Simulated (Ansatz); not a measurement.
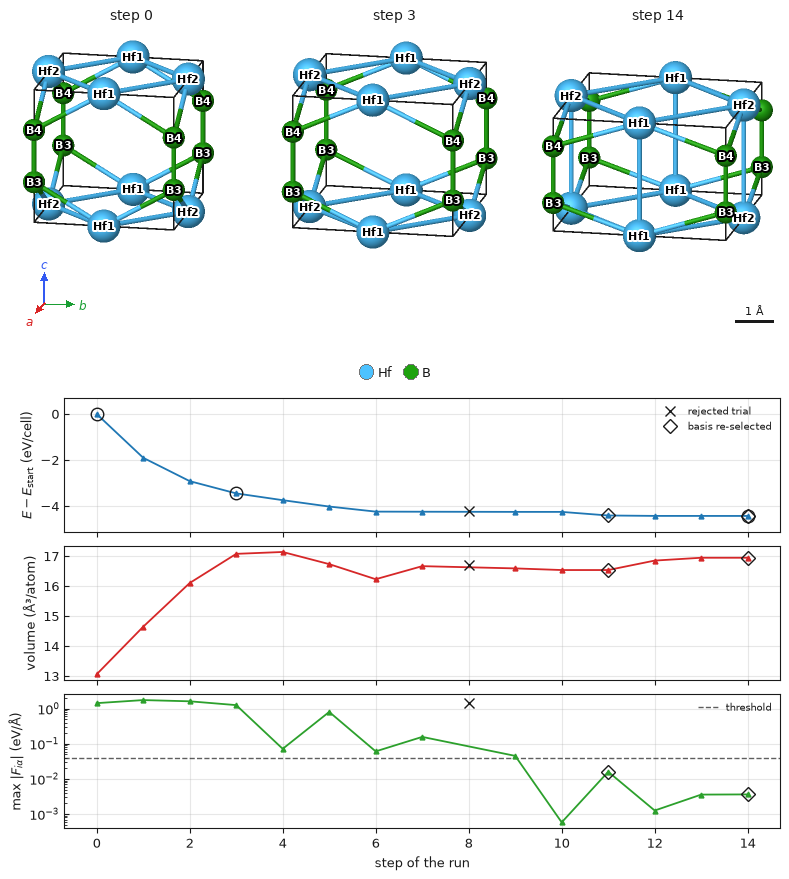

Frames of a relaxation of solid HfB (a generated structure, set up in P4/mmm) (coarse preliminary run), marked on the history of the run. A ball-and-stick model of the cell of the calculation, seen slightly off an axis.

Level of theory: DFT PBE, scalar-relativistic, plane waves, PAW in Ansatz 0.2.0.

Input
```yaml
crystal:
  lattice:
    - [3.78758019, 0.0, 0.0]
    - [0.0, 3.78758019, 0.0]
    - [0.0, 0.0, 3.64289064]
  atoms:
    - { symbol: Hf, position: [0.0, 0.5, 0.0] }
    - { symbol: Hf, position: [0.5, 0.0, 0.0] }
    - { symbol: B, position: [0.0, 0.0, 0.30268902] }
    - { symbol: B, position: [0.0, 0.0, 0.69731098] }
basis:
  ecutwfc: 420
kpoints:
  mp_grid: { grid: [4, 4, 6] }
hamiltonian:
  xc: pbe
scf:
  occupations: { method: gaussian, width: 0.1 }
  lower_state_search: "off"
output:
  forces: true
  stress: true
  eigenvalues: true
relax:
  adjacent_minimum: "off"
  f_tol: 0.04
  max_steps: 70
  cell: { stress_tol: 0.4 }
```

Run as
```bash
ansatz run input.yaml --threads 1 --pin off --max-ram 2560MiB --backend cpu --events-out ev --progress --plain --runs-dir out
```

Q: Describe the path.

A: After 11 accepted moves (14 points after the start) the energy has fallen by 4.420 eV per cell of the calculation. The largest force component goes from 1.4 to 0.0036 eV/Å. The pressure goes from 59.87 to 0.02 GPa. The line search rejected the trial step at point 8 of the run. At 2 points the geometry stayed and the basis and grid were re-selected for the new cell (energy shift of 0.156 eV per cell of the calculation at most each time). The largest moves relative to the cell, 0.17 Å, are those of B3 and B4. B4 goes along +c. Hf stays in place. Cell: a = b 3.788 → 4.678 Å (+23.5 %), c 3.643 → 3.099 Å (−14.9 %). Volume +29.8 %. Among the contacts that change: B3–B4 2.205 → 1.541 Å, Hf1–Hf2 2.678 → 3.308 Å, Hf1–Hf1 3.643 → 3.099 Å, Hf1–B3 2.191 → 2.463 Å. New bonds form: B3–B4 (2.21 → 1.54 Å). Among the angles between lasting bonds that change: Hf1–B3–Hf1 119.6° → 143.5°, Hf1–B3–B4 120.2° → 108.2°, Hf1–B3–Hf2 75.3° → 84.4°. The space group stays P4/mmm (No. 123). The run took 42 s on 1 thread of Intel(R) Xeon(R) Platinum 8488C (Sapphire Rapids), on a shared host, peak memory 0.4 GiB. From step 0 to 3: B atoms move most (0.11 Å), volume +30.7 %, energy −3.442 eV per cell of the calculation. From step 3 to 14: B atoms move most (0.07 Å), volume −0.8 %, energy −0.978 eV per cell of the calculation.

Limits of the set-up: the k-point mesh is coarse for a cell with partly filled bands.
